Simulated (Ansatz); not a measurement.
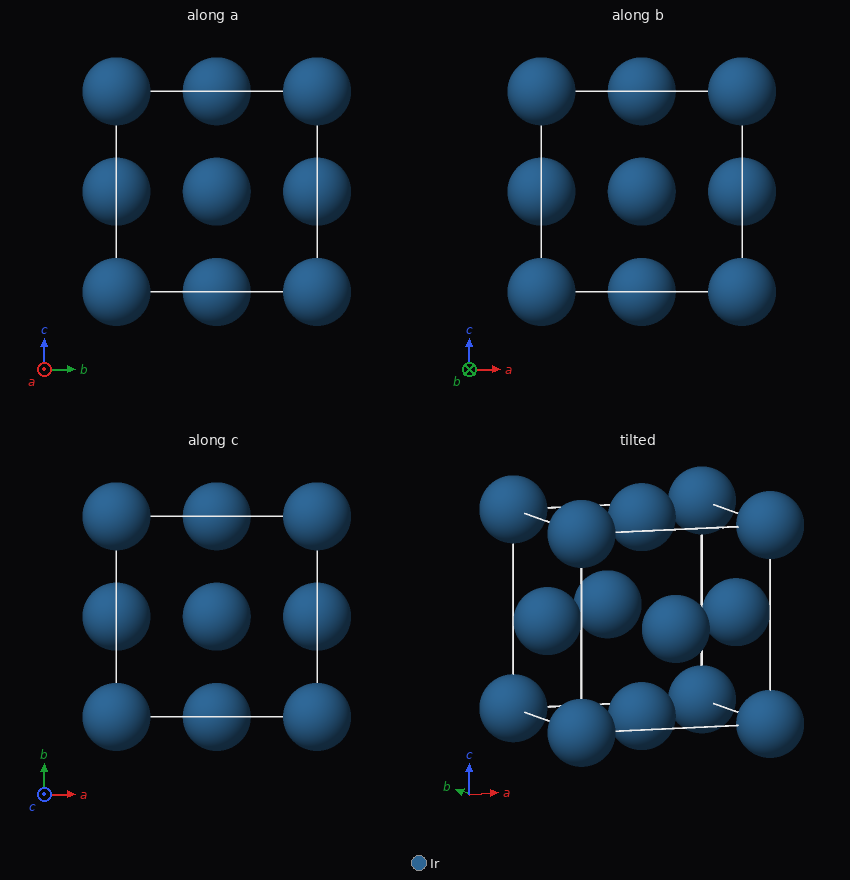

A spheres-only rendering, viewed along the a axis, along the b axis, along the c axis and slightly off an axis. The parallelepiped is the conventional unit cell.

Lattice parameters: a = 3.8708 Å, b = 3.8708 Å, c = 3.8708 Å, α = 90.000°, β = 90.000°, γ = 90.000°.

Turn the picture into a CIF with its space group and independent sites.

Answer.
```cif
data_structure
_symmetry_space_group_name_H-M 'F m -3 m'
_symmetry_Int_Tables_number 225
_cell_length_a 3.8708
_cell_length_b 3.8708
_cell_length_c 3.8708
_cell_angle_alpha 90.000
_cell_angle_beta 90.000
_cell_angle_gamma 90.000
_cell_volume 58.00
loop_
_atom_site_label
_atom_site_type_symbol
_atom_site_symmetry_multiplicity
_atom_site_Wyckoff_symbol
_atom_site_fract_x
_atom_site_fract_y
_atom_site_fract_z
_atom_site_occupancy
Ir1 Ir 4 a 0.0000 0.0000 0.0000 1
```

The cell started as a structure type filled with this element by a generator (whether the element takes this form wasn't checked). What is shown is the relaxed result from DFT PBE, scalar-relativistic, plane waves, PAW in Ansatz.
